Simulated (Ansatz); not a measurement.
This input was run:

```
crystal:
  lattice:
    - [5.6574267962, 0.0, 0.0]
    - [-2.8287133981, 4.8994753256, 0.0]
    - [0.0, 0.0, 21.774087045]
  atoms:
    - { symbol: F, position: [0.1666666667, 0.3333333333, 0.3674092045] }
    - { symbol: F, position: [0.1666666667, 0.8333333333, 0.3674092045] }
    - { symbol: F, position: [0.6666666667, 0.3333333333, 0.3674092045] }
    - { symbol: F, position: [0.6666666667, 0.8333333333, 0.3674092045] }
    - { symbol: Li, position: [0.3333333333, 0.1666666667, 0.4204455227] }
    - { symbol: Li, position: [0.3333333333, 0.6666666667, 0.4204455227] }
    - { symbol: Li, position: [0.8333333333, 0.1666666667, 0.4204455227] }
    - { symbol: Li, position: [0.8333333333, 0.6666666667, 0.4204455227] }
    - { symbol: F, position: [0.5, 0.5, 0.4734818409] }
    - { symbol: F, position: [0.5, 0.0, 0.4734818409] }
    - { symbol: F, position: [0.0, 0.5, 0.4734818409] }
    - { symbol: F, position: [0.0, 0.0, 0.4734818409] }
    - { symbol: Li, position: [0.6666666667, 0.3333333333, 0.5265181591] }
    - { symbol: Li, position: [0.6666666667, 0.8333333333, 0.5265181591] }
    - { symbol: Li, position: [0.1666666667, 0.3333333333, 0.5265181591] }
    - { symbol: Li, position: [0.1666666667, 0.8333333333, 0.5265181591] }
    - { symbol: F, position: [0.8333333333, 0.6666666667, 0.5795544773] }
    - { symbol: F, position: [0.8333333333, 0.1666666667, 0.5795544773] }
    - { symbol: F, position: [0.3333333333, 0.6666666667, 0.5795544773] }
    - { symbol: F, position: [0.3333333333, 0.1666666667, 0.5795544773] }
    - { symbol: Li, position: [0.0, 0.5, 0.6325907955] }
    - { symbol: Li, position: [0.0, 0.0, 0.6325907955] }
    - { symbol: Li, position: [0.5, 0.5, 0.6325907955] }
    - { symbol: Li, position: [0.5, 0.0, 0.6325907955] }
basis:
  ecutwfc: 420
kpoints:
  mp_grid: { grid: [3, 3, 1] }
hamiltonian:
  xc: pbe
  dispersion: d3bj
scf:
  occupations: { method: gaussian, width: 0.05 }
output:
  forces: true
  eigenvalues: true
  write_density: true
  write_potential: true
  elf: true
  volumetric_format: npy
relax:
  adjacent_minimum: "off"
  f_tol: 0.03
  max_steps: 70
  constraints: [{ sites: [0, 1, 2, 3, 4, 5, 6, 7, 8, 9, 10, 11] }]
efield:
  axis: 3
  dipole_correction: true
  ramp_width: 0.04
```

Run as:
```bash
ansatz run input.yaml --threads 2 --pin off --max-ram 5120MiB --backend cpu --events-out ev --progress --plain --runs-dir out
```

What does the potential across the slab give for the work function?

The work function is 4.16 eV at the right face and 11.05 eV at the left. The vacuum level is 6.88 eV higher at the left than at the right, so the slab carries a dipole along its normal; the ramp in the vacuum, at or near the edge of the plot, is the dipole correction that keeps each side flat. Some atoms were held fixed in the relaxation, which can itself make the faces differ. The outermost atoms are 5.6 Å apart, which leaves 16.2 Å of vacuum in a cell 21.8 Å high.

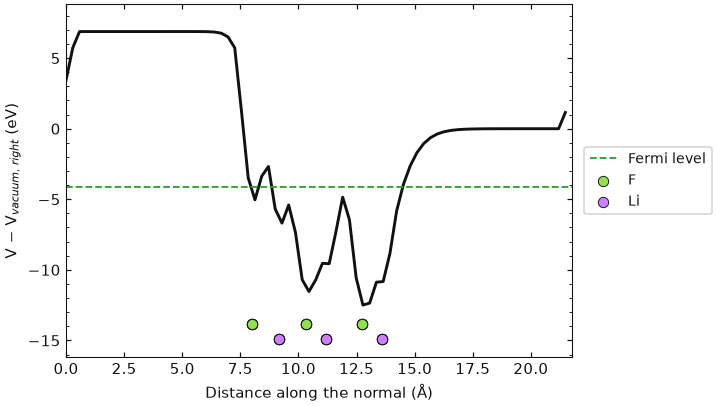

Plane-averaged electrostatic potential energy of an electron across the slab; circles at the bottom mark the heights of the atoms (positions after relaxation).
